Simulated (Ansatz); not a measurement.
GaP4: band-structure calculation

- system: GaP4 (5 atoms in the cell)
- method: DFT PBE, scalar-relativistic, plane waves, PAW, no spin polarisation (Ansatz 0.2.0)

The structure was made by a generator, so it may or may not be a known phase. Figures and captions count atoms from 1; the log counts them from 0 in places.

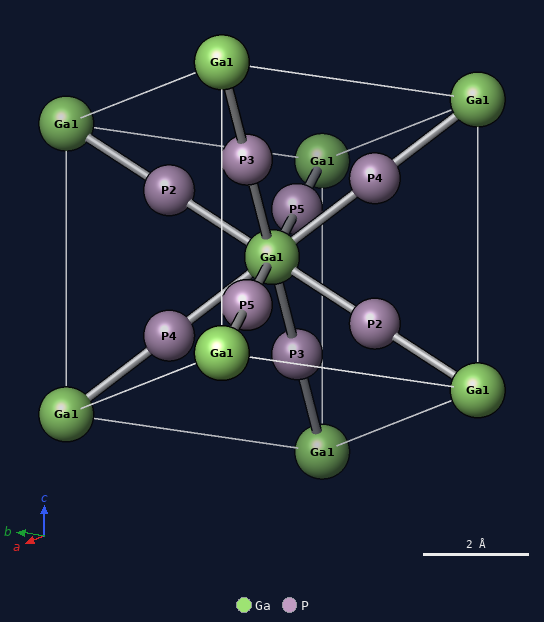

*The input geometry (ball-and-stick view of the cell 2 times as large as that of the calculation, set on its symmetry axes, seen at an oblique angle; atoms are numbered from 1 in the order of the input).*

Near neighbours in the crystal (not all of them lie inside the picture): Ga has 8 P at 2.47 Å; P has 2 Ga at 2.47 Å.

Input file:
```yaml
crystal:
  lattice:
    - [-2.8522822497, 2.8522822497, 2.8522822497]
    - [2.8522822497, -2.8522822497, 2.8522822497]
    - [2.8522822497, 2.8522822497, -2.8522822497]
  atoms:
    - { symbol: Ga, position: [0.0, 0.0, 0.0] }
    - { symbol: P, position: [0.5, 0.5, 0.5] }
    - { symbol: P, position: [0.5, 0.0, 0.0] }
    - { symbol: P, position: [0.0, 0.0, 0.5] }
    - { symbol: P, position: [0.0, 0.5, 0.0] }
basis:
  ecutwfc: 420
kpoints:
  mp_grid: { grid: [10, 10, 10] }
  band_path:
    path:
      - [[0.0, 0.0, 0.0], [0.5, -0.5, 0.5], [0.0, 0.0, 0.5], [0.0, 0.0, 0.0], [0.25, 0.25, 0.25], [0.5, -0.5, 0.5]]
      - [[0.25, 0.25, 0.25], [0.0, 0.0, 0.5]]
    npoints: 14
hamiltonian:
  xc: pbe
scf:
  occupations: { method: gaussian, width: 0.1 }
  n_extra_bands: 12
output:
  forces: true
  stress: true
  eigenvalues: true
  populations: true
  dos: { projected: true, de: 0.02, nscf_kmesh: { grid: [12, 12, 12] } }
  bader: true
  write_density: true
  write_potential: true
  elf: true
  volumetric_format: npy
```

Machine: 1 thread of Arm Neoverse V1, 24 GiB of memory available, shared host.

Launch command:
```bash
ansatz run input.yaml --threads 1 --pin off --max-ram 2560MiB --backend cpu --events-out ev --progress --plain --runs-dir out
```

Output:
```
scf.n_extra_bands = 12 over 17 filled bands (N_el = 33.0): the run solves 29 bands
Engine: ansatz 0.2.0, aarch64-unknown-linux-gnu
Pseudopotentials: kind: paw
Pseudopotential: Ga, paw, valence charge 13, recommended cutoff 420 eV (normal), Ga.paw.azcp
Pseudopotential: P, paw, valence charge 5, recommended cutoff 420 eV (normal), P.paw.azcp
Functional definition: PBE
  parameter kappa = 0.804
  parameter beta = 0.06672455060314922
  exchange = pbe_x(kappa = kappa, mu = beta*pi^2/3)
  correlation = pbe_c(beta = beta)
Crystal: 5 atoms, lattice volume = 92.819 Å³
Basis set: ecut = 420 eV, 1865 PW (Γ), exchange–correlation on 72×72×72 points (8 copies of the dense FFT grid, shifted against one another)
Bands: 29, of which v1, the nominal top of the filled ones, is band 17 counted from 1 (16 counted from 0)
Symmetry: 48 space group operations
Space group: Im-3m (ITA 229), of the structure as read, at distance tolerance 4.5e-5 Å
k-points: 47 of 1000
Non-local potential: Ga, projectors of the file, l = 0: 2, l = 1: 2, l = 2: 3, l = 3: 1
Non-local potential: P, projectors of the file, l = 0: 2, l = 1: 2, l = 2: 2
PAW form: soft (Blöchl's): semilocal exchange-correlation on the pseudo side does not see the compensation charge
PAW one-centre angular grid: Ga, 590 points (default); XC on 64 Gauss nodes
PAW one-centre angular grid: P, 110 points (default); XC on 64 Gauss nodes
Initial density: superposition of atomic densities (neutral atoms: chi_scale 0, normalization atom), corrected by the library's trained network
Initial wavefunctions: pseudopotential atomic-orbital guess
Functional: x = pbe(κ = 0.804, μ = 0.2195149727645171), c = pbe(β = 0.06672455060314922)
SCF iter   1: F=—  HF=-6802.280259 eV  |F-HF|=—  |Δ(HF+E_count)|=         —  Δρ=1.15e-3  dr2=1.11e-3  ethr=1.77e-3  ⟨swp⟩=9.4  Hψ=8525  notcnv=0  defer=50
preconditioner: auto → Kerker (q_TF=auto, 2.296 Å⁻¹)  [metal: Δε(μ)=0.049 eV  Ē_g=13.696 eV  σ=0.100 eV  W_gap=0.26  n_scr=18 (ndim 8)  ℏωp=22.1 eV  f_vac=0.000  D(μ)=2.05/eV (n_scr^D=12)]
SCF iter   2: F=—  HF=-6802.281192 eV  |F-HF|=—  |Δ(HF+E_count)|=   9.34e-4  Δρ=7.28e-4  dr2=3.78e-4  ethr=3.36e-6  ⟨swp⟩=2.3  Hψ=2568  notcnv=0  defer=59
SCF iter   3: F=—  HF=-6802.281773 eV  |F-HF|=—  |Δ(HF+E_count)|=   5.81e-4  Δρ=3.78e-4  dr2=1.54e-4  ethr=1.14e-6  ⟨swp⟩=2.0  Hψ=1827  notcnv=0  defer=59
SCF iter   4: F=—  HF=-6802.282058 eV  |F-HF|=—  |Δ(HF+E_count)|=   2.85e-4  Δρ=1.38e-4  dr2=1.56e-5  ethr=4.66e-7  ⟨swp⟩=2.0  Hψ=1648  notcnv=0  defer=59
SCF iter   5: F=—  HF=-6802.282072 eV  |F-HF|=—  |Δ(HF+E_count)|=   1.30e-5  Δρ=4.29e-5  dr2=3.22e-6  ethr=4.74e-8  ⟨swp⟩=2.0  Hψ=1844  notcnv=0  defer=59
SCF iter   6: F=—  HF=-6802.282075 eV  |F-HF|=—  |Δ(HF+E_count)|=   3.35e-6  Δρ=1.70e-5  dr2=2.12e-7  ethr=9.75e-9  ⟨swp⟩=2.0  Hψ=1644  notcnv=0  defer=59
SCF iter   7: F=-6802.282075 eV  HF=-6802.282075 eV  |F-HF|=3.15e-8  |Δ(HF+E_count)|=   5.87e-8  Δρ=6.80e-6  dr2=2.48e-8  ethr=3.03e-10  ⟨swp⟩=15.0  Hψ=10254  notcnv=0
SCF 1 converged in 7 iterations: F = -6802.282075 eV  dr2 = 2.48e-8
  greatest PAW one-centre occupation: 0.995 electrons in one spin orbital (limit 2), on the Ga atom at site 0 (counted from 0), in its partial waves of l = 2
```

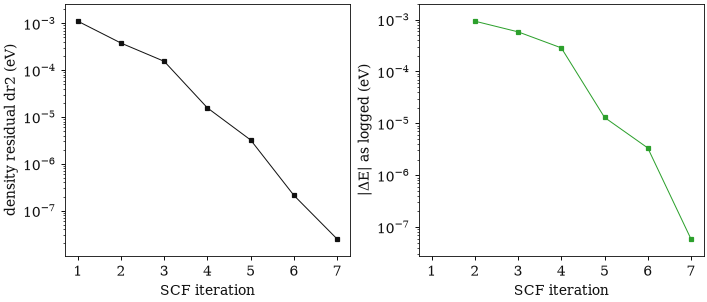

*Convergence of the self-consistent field: density residual dr2 and size of the energy change against the SCF iteration.*

The residual falls at every step.

```
NSCF: frozen V_eff on 86 k-points
NSCF: frozen V_eff on 72 k-points
SCF converged after 7 iterations
Free energy (F): -6802.282075 eV
Harris-Foulkes:  -6802.282075 eV  (|F-HF|=3.15e-8)
Internal energy: -6802.271925 eV  (E = F + TS)
E sigma→0 (E₀):  -6802.277000 eV
Entropy (-TS):   -0.010150 eV (-2.030 meV/atom)
Fermi energy:    7.893185 eV
--- Per-component energies (eV) ---
  E_band       = -23.743629
  E_kinetic    = 386.653572
  E_local      = -2600.222928  (includes V_loc(G=0)·N_el)
  E_nonlocal   = 560.141384
  E_hartree    = 1182.638163
  E_xc         = -310.598599
  E_vxc        = -295.506903  (∫ρ·V_xc dr)
  E_paw        = -4265.288355  (= ΣΔE_a)
  E_vpaw       = -440.094532  (= ΣTr[D̂ρ^β])
  E_aug_tail   = -0.000111  (compensation charges beyond the density's cutoff)
  E_ewald      = -1755.595050
  E_smearing   = -0.010150  (= −TS)
  E_closure    = 0.000000  (closes the sum)
  Σ components = -6802.282075   (vs F -6802.282075, Δ=0.00e0)
--- Forces (eV/Å), atoms counted from 1 ---
  atom   1  Ga    -0.00000000     0.00000000    -0.00000000
  atom   2  P      0.00000000    -0.00000000    -0.00000000
  atom   3  P      0.00000000    -0.00000000    -0.00000000
  atom   4  P      0.00000000     0.00000000    -0.00000000
  atom   5  P      0.00000000    -0.00000000     0.00000000
  max |Σ_I F_I| component: 1.91e-30 eV/Å
--- Stress (GPa, compression-positive) ---
        0.000309      -0.000000       0.000000
       -0.000000       0.000309      -0.000000
        0.000000      -0.000000       0.000309
  P = ⅓ Tr σ = 0.0003 GPa (0.003 kbar)
--- Band table (eV; the first three rows and the last of 47) ---
  k-point 0: bands = ["-7.4170", "-7.4170", "-7.4170", "-7.2587", "-7.2587", "-6.2433", "-0.4833", "-0.4833", "-0.4833", "2.1179", "2.1179", "2.1179", "4.2485", "4.2485", "4.2485", "4.7189", "9.8884", "9.8884", "9.8884", "10.3875", "10.3875", "12.0763", "13.1639", "13.1639", "14.1660", "14.1660", "16.0853", "19.4573", "19.4573"]
  k-point 1: bands = ["-7.4177", "-7.4155", "-7.4122", "-7.2591", "-7.2589", "-6.1658", "-0.8174", "-0.6786", "-0.5469", "2.0774", "2.1352", "2.4624", "4.2661", "4.2853", "4.4553", "5.1607", "9.4158", "9.5302", "9.9482", "10.6032", "10.6767", "11.8298", "12.8429", "13.0126", "14.3942", "14.7620", "16.4028", "18.2046", "18.4444"]
  k-point 2: bands = ["-7.4194", "-7.4123", "-7.3996", "-7.2601", "-7.2596", "-5.9340", "-1.5958", "-1.0655", "-0.6990", "1.9950", "2.1745", "3.2966", "4.3496", "4.4218", "5.0328", "6.2125", "8.4671", "8.7538", "10.1160", "11.0742", "11.1747", "11.4905", "11.9964", "12.6731", "14.8376", "16.1296", "16.4252", "17.3205", "17.4119"]
  k-point 46: bands = ["-7.3677", "-7.3677", "-7.3677", "-7.2687", "-7.2687", "-3.3912", "-3.3912", "-3.3912", "-1.9626", "1.9066", "2.2427", "2.2427", "5.6140", "5.6140", "5.6140", "10.4428", "10.4428", "10.4428", "11.2788", "11.2788", "11.2788", "11.8971", "11.8971", "11.8971", "13.7875", "15.8683", "15.8683", "15.8683", "17.2980"]
--- Löwdin populations: 5 sites ---
  site symbol       q [e]
     0     Ga     13.1036
     1      P      4.8931
     2      P      4.8931
     3      P      4.8931
     4      P      4.8931
  spilling = 0.009813 (of n_electrons = 33.000000)
--- Bader charges: 5 sites ---
  site symbol  charge [e]  shift [e]
     0     Ga      0.7757     0.0018
     1      P     -0.1939     0.0005
     2      P     -0.1939     0.0005
     3      P     -0.1939     0.0005
     4      P     -0.1939     0.0005
  estimated error of the sums over rays = 4.9e-4 e
```

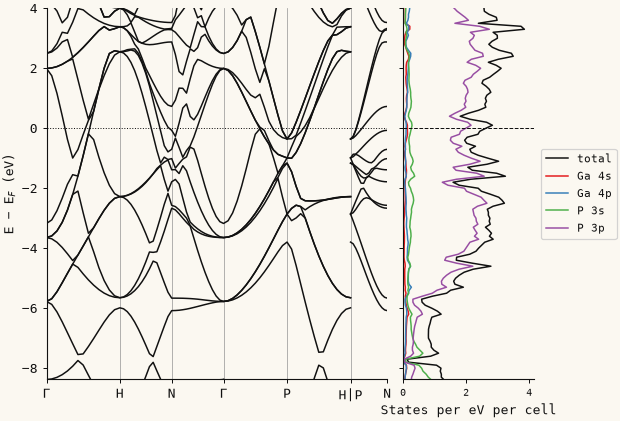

*Band structure along Γ–H–N–Γ–P–H|P–N and density of states (projected on Löwdin-orthogonalised atomic shells), with energies from the Fermi level.*

Bands cross the Fermi level: a metal at this level of theory.

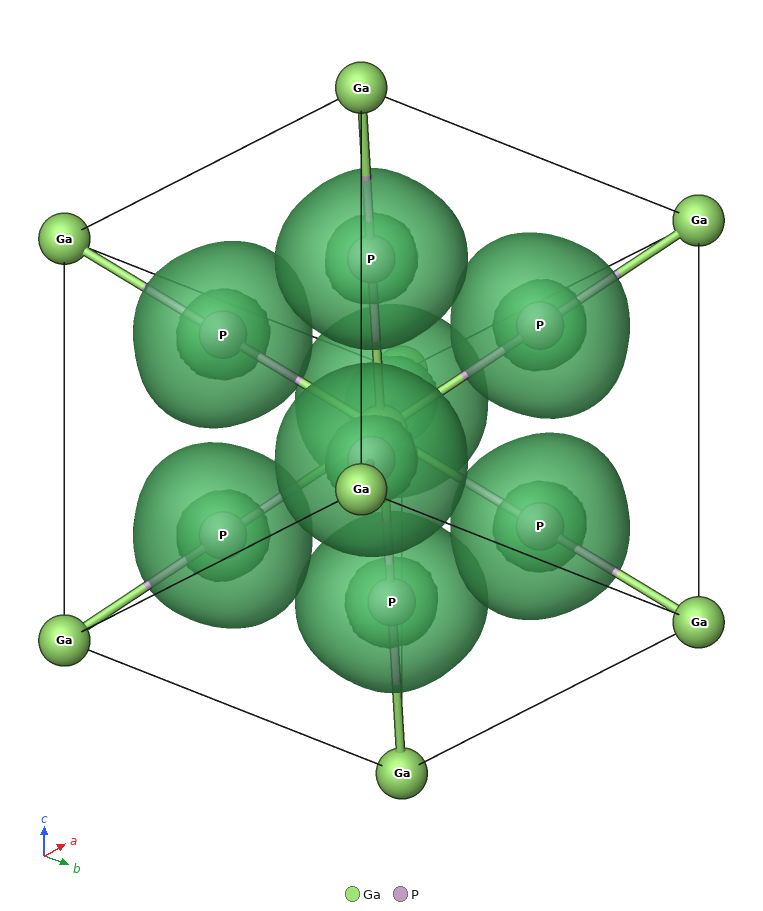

*Isosurface of the ELF at 0.6 (green), seen at an oblique angle. Core shells and regions of very low density are left out. Sticks mark near contacts. The outline is the cell set on symmetry axes.*

Profiles from the grid: Ga–P (2.47 Å): the ELF is about 0.50 at the midpoint. In a PAW calculation such maps are meaningful between the atoms, not at the nuclei.

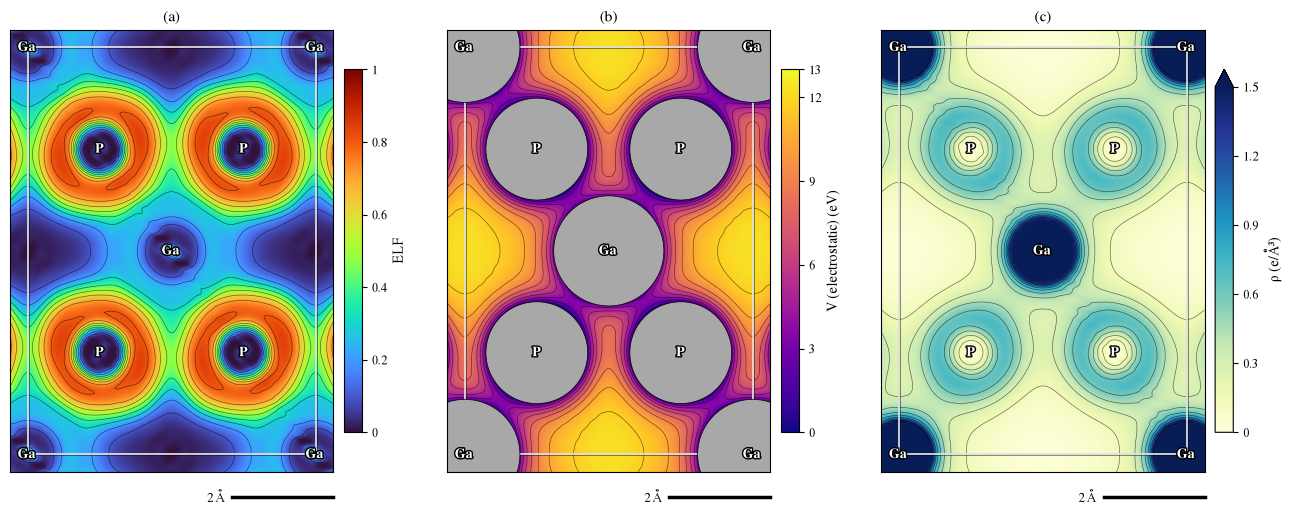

*(a) electron localisation function; (b) electrostatic potential (local pseudopotential plus Hartree) felt by an electron; (c) valence electron density on the (011̄) plane of the conventional cell. Grey discs, where drawn, cover atomic cores.*

Atoms in the plane: Ga and P. Ga–P (2.47 Å): ρ is about 0.39 e/Å³ halfway; the ELF is about 0.50 at the midpoint. Away from the nuclei the density in this plane falls to 0.02 e/Å³ at its lowest. Outside the cores the potential energy rises away from the atoms and is highest about 2.3 Å from the nearest atoms; outside the discs it spans about 12 eV, and its zero is arbitrary.

Summary:

```json
{"quantity": "outcome", "value": "converged"}
{"quantity": "space group (tolerance 0.01 Å)", "value": "Im-3m (229)"}
{"quantity": "electrons treated", "value": "33"}
{"quantity": "free energy", "value": "−6802.2821 eV"}
{"quantity": "Fermi energy", "value": "7.893 eV"}
{"quantity": "gap on the k-point mesh", "value": "none (metallic)"}
{"quantity": "pressure", "value": "0.00 GPa"}
{"quantity": "largest force (length of the vector)", "value": "under 0.001 eV/Å"}
{"quantity": "wall time", "value": "44 s"}
{"quantity": "peak memory", "value": "0.41 GiB"}
```
